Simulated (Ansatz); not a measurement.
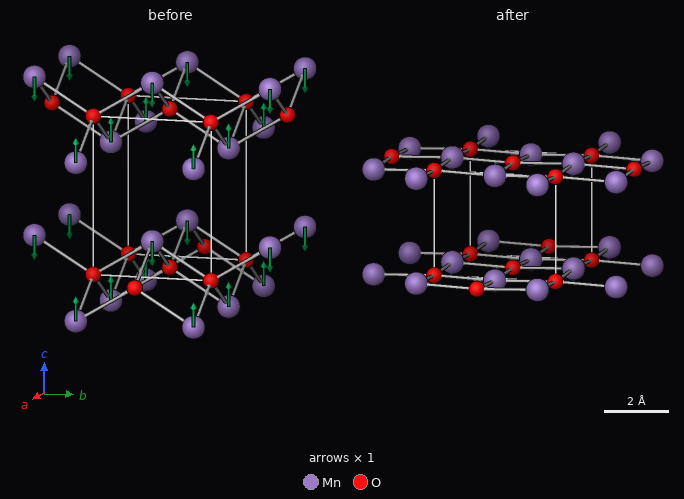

The structure of solid MnO (a generated structure, set up in P4/nmm) (coarse preliminary run) before (left) and after (right) a relaxation, at one scale. The green arrows give the displacements (the part carried along by the change of the cell is left out), at their true length.

A ball-and-stick model of the cell of the calculation, seen slightly off an axis.

Case: Sn → Mn on all its sites, cell and atoms relaxed.

Level of theory: DFT PBE, scalar-relativistic, plane waves, PAW (Ansatz).

Input
```yaml
crystal:
  lattice:
    - [3.8682628233, 0.0, 0.0]
    - [0.0, 3.8682628233, 0.0]
    - [0.0, 0.0, 5.0662400529]
  atoms:
    - { symbol: Mn, position: [0.0, 0.5, 0.2287756892], spin: 4.45 }
    - { symbol: Mn, position: [0.5, 0.0, 0.7712243108], spin: 4.45 }
    - { symbol: O, position: [0.5, 0.5, 0.0] }
    - { symbol: O, position: [0.0, 0.0, 0.0] }
basis:
  ecutwfc: 420
kpoints:
  mp_grid: { grid: [6, 6, 4] }
hamiltonian:
  xc: pbe
scf:
  occupations: { method: gaussian, width: 0.1 }
output:
  forces: true
  stress: true
  eigenvalues: true
  populations: true
magnetization:
  spin_polarized: true
relax:
  adjacent_minimum: "off"
  f_tol: 0.05
  max_steps: 60
  cell: { stress_tol: 0.5 }
```

Command:
```bash
ansatz run input.yaml --threads 1 --pin off --max-ram 2560MiB --backend cpu --events-out ev --progress --plain --runs-dir out
```

What changed between the two?

Answer. The largest moves relative to the cell, 0.84 Å, are those of Mn1 and Mn2. Mn2 goes along +c. O stays in place. The drawn cell changes as follows: a = b 3.868 → 3.982 Å (+2.9 %), c 5.066 → 3.352 Å (−33.8 %); the volume changes by −29.9 %. Among the contacts that change: Mn1–O3 2.255 → 1.992 Å. Bond angles that change, for instance: O3–Mn1–O3 118.1° → 175.8°, Mn1–O3–Mn1 118.1° → 175.8°, Mn1–O3–Mn2 105.3° → 90.1°. The space group stays P4/nmm (No. 129). After 14 accepted moves (18 points after the start) the energy has fallen by 2.799 eV per cell of the calculation. Largest force component: 3.7 eV/Å at the start, 0.013 eV/Å at the end. Pressure: −15.71 GPa at the start and −0.19 GPa at the end. The line search rejected the trial steps at points 10, 11, 16 of the run. At 1 point the geometry stayed and the basis and grid were re-selected for the new cell (energy shift of 6.8 meV per cell of the calculation at most each time). The run may lie on a higher electronic state than the lowest, so the end point isn't shown to be the ground-state structure.
